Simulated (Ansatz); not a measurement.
Consider C62N (cell charge −1, with a compensating background) (cell with a defect).

C62N (cell charge −1, with a compensating background) (cell with a defect), 63 atoms, a = 7.14 Å, b = 7.14 Å, c = 7.14 Å, α = 90.00°, β = 90.00°, γ = 90.00°.

PAW files of the earlier set (soft_1).

Theory: DFT PBE, scalar-relativistic, plane waves, PAW (Ansatz 0.2.0).

Question: What will maps of the valence pseudo-density and electron localisation function show?

Answer: C–N (1.48 Å): ρ is about 1.9 e/Å³ halfway; the ELF peaks at about 0.90 between the atoms, as expected for a covalent bond.
C–C (1.56 Å): ρ at the midpoint is about 1.6 e/Å³; the ELF peaks at about 0.95 between the atoms, as expected for a covalent bond.

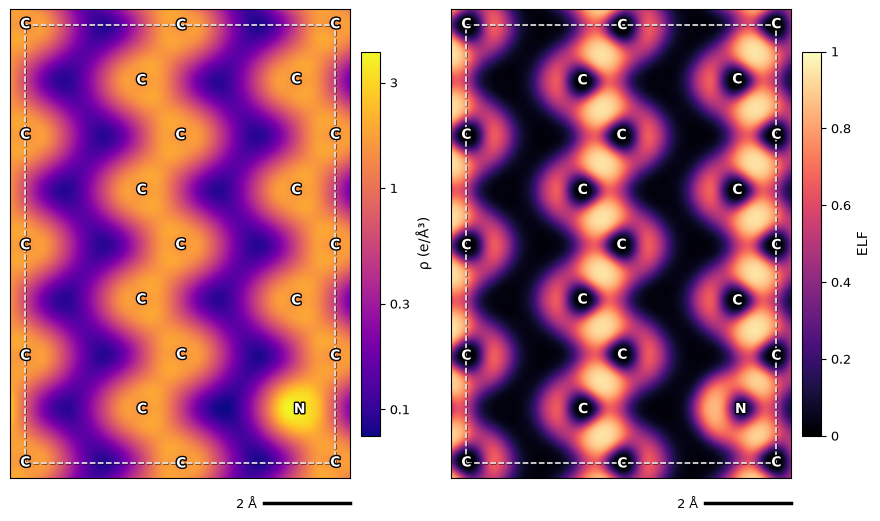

Computed valence pseudo-density and electron localisation function on the (011) plane of the calculation cell, in this order. 

In a PAW calculation such maps are meaningful between the atoms, not at the nuclei.
